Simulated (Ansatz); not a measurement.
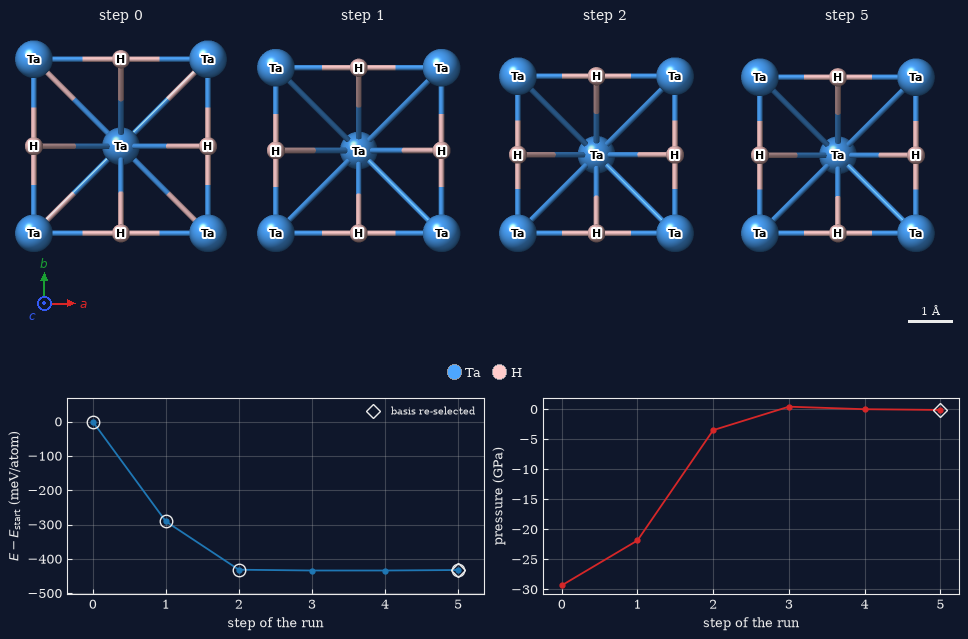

Frames of a relaxation of crystalline Ta2H3 (a generated structure, set up in Pm-3m) (coarse preliminary run), marked on the history of the run. Style: ball-and-stick. Shown: the cell of the calculation, along the c axis.

These are results of DFT PBE, scalar-relativistic, plane waves, PAW in Ansatz 0.2.0, not measurements. (plane-wave cutoff 420 eV; k-point mesh 4 × 4 × 4; occupations gaussian; smearing width 0.1 eV; no spin polarisation; cell and atoms relaxed; force threshold 0.04 eV/Å; at most 70 steps)

Question: What happens along the run?

Answer: The atoms keep their places relative to the cell (all moves are under 0.005 Å). Cell: a = b = c 3.985 → 3.572 Å (−10.4 %). Volume −28.0 %. Some distances before and after: Ta–Ta 3.451 → 3.093 Å, H–Ta 2.818 → 2.526 Å, H–Ta 1.993 → 1.786 Å. The space group stays Pm-3m (No. 221). After 4 accepted moves (5 points after the start) the energy has fallen by 432 meV per atom. All forces vanish by symmetry, so only the cell relaxes. The pressure goes from −29.33 to −0.12 GPa. The SCF was repeated once at an unchanged geometry on a basis and grid sized afresh for the cell, which shifted the energy by 1.4 meV per atom at most. Cost: 5.5 s on 1 thread of Arm Neoverse V1 (shared host), peak memory 0.29 GiB. From step 0 to 1: volume −13.9 %, energy −291 meV per atom. From step 1 to 2: volume −14.6 %, energy −141 meV per atom. From step 2 to 5: volume −2.0 %, energy −0.9 meV per atom.

| step | E − E(0), meV/atom | pressure, GPa | volume, Å³/atom | note |
| --- | --- | --- | --- | --- |
| 0 | 0.00 | -29.33 | 12.657 |  |
| 1 | -290.69 | -21.85 | 10.894 |  |
| 2 | -431.44 | -3.49 | 9.304 |  |
| 3 | -433.72 | 0.42 | 9.093 |  |
| 4 | -433.73 | 0.00 | 9.114 |  |
| 5 | -432.32 | -0.12 | 9.114 | same geometry, new basis |

Limits of the set-up: the k-point mesh is coarse for a cell with partly filled bands.
